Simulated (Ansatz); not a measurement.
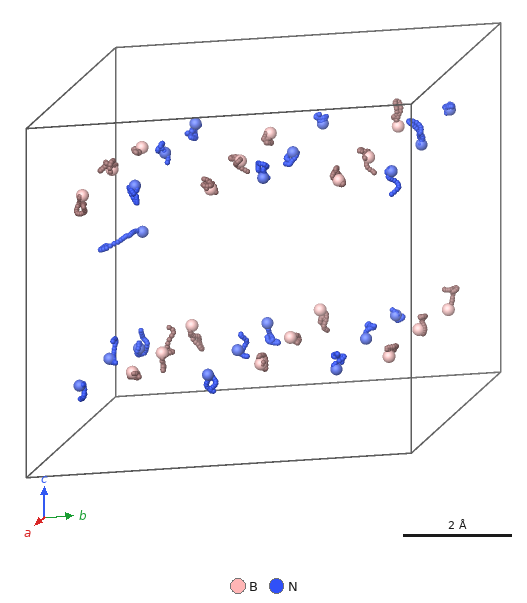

Molecular dynamics of BN with an interstitial N (37 atoms in the cell), 80 fs long. Dots mark each atom's position at evenly spaced times, in the colour of its element; spheres stand at the starting positions. Seen slightly off an axis in the simulation cell.

All numbers below come from DFT PBEsol, scalar-relativistic, plane waves, PAW (Ansatz). Set-up: plane-wave cutoff 420 eV; k-point mesh 2 × 2 × 2; Fermi-Dirac smearing 0.02 eV; spin collinear; low-accuracy preset; Langevin thermostat (NVT); set temperature 1500 K; time step 1 fs; friction 0.02 per fs.

### Describe the motion.

Root-mean-square distances from the starting positions over the second half, with the common drift of all atoms taken out: N 0.29 Å, B 0.23 Å. The run lasts only 80 fs, too short to tell vibration from diffusion. Bond changes: one B–N bond forms at about 47 fs. Over the second half the temperature averages 1233 K (spread ±146 K). The potential energy is still drifting at the end, so the run hasn't reached equilibrium. The potential energy in the second half lies on average 134 meV per atom above the first frame.

Limits of the set-up: the program's low-accuracy preset was used; the periodic images lie only 6.6 Å apart, so the values are limited by the cell's size.

The run took 38 min on 2 threads of Arm Neoverse V1 (shared host), peak memory 1.7 GiB.

PAW datasets: the set soft_1.
